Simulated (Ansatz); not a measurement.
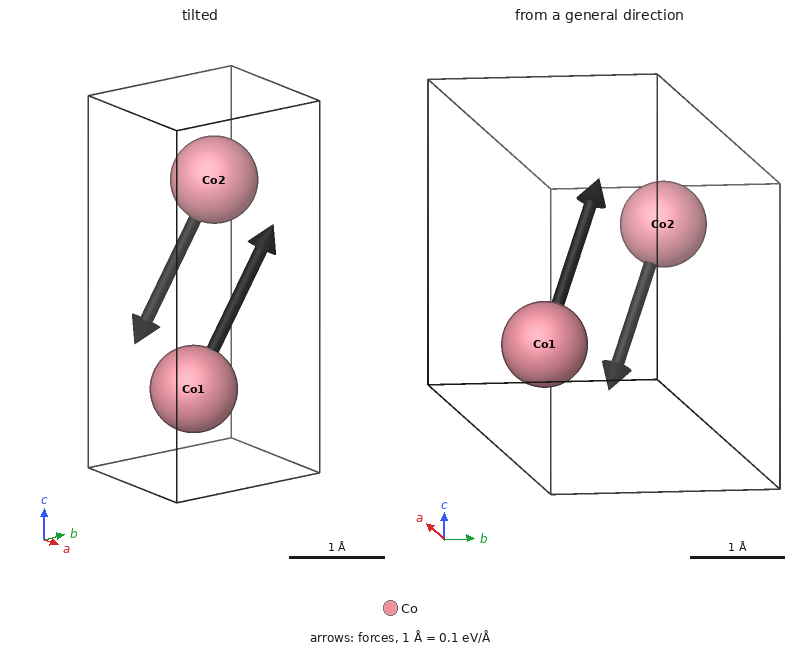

The image is a spheres-only drawing of a crystal, viewed slightly off an axis and from a general direction. The simulation cell is outlined; an atom on or near a face, edge or corner is repeated at each equivalent position. The arrows are the computed forces on the atoms.

System: Co. Calculation details: DFT PBEsol, scalar-relativistic, plane waves, PAW in Ansatz 0.2.0; a kinetic-energy cutoff of 420 eV, an 18×18×8 k-point grid, Gaussian smearing of 0.15 eV, collinear spins.

Question: Could this be the end point of a relaxation?

Answer: No. The atoms still feel forces of up to about 0.15 eV/Å, above a usual threshold of 0.01 to 0.03 eV/Å.

Question: Find the atom with the largest force.

Answer: Co1 and Co2, about 0.15 eV/Å.

Starting structure: a structure listed in the Materials Project. The cell was then strained or its atoms displaced on purpose. A calculation with Ansatz used it as input.
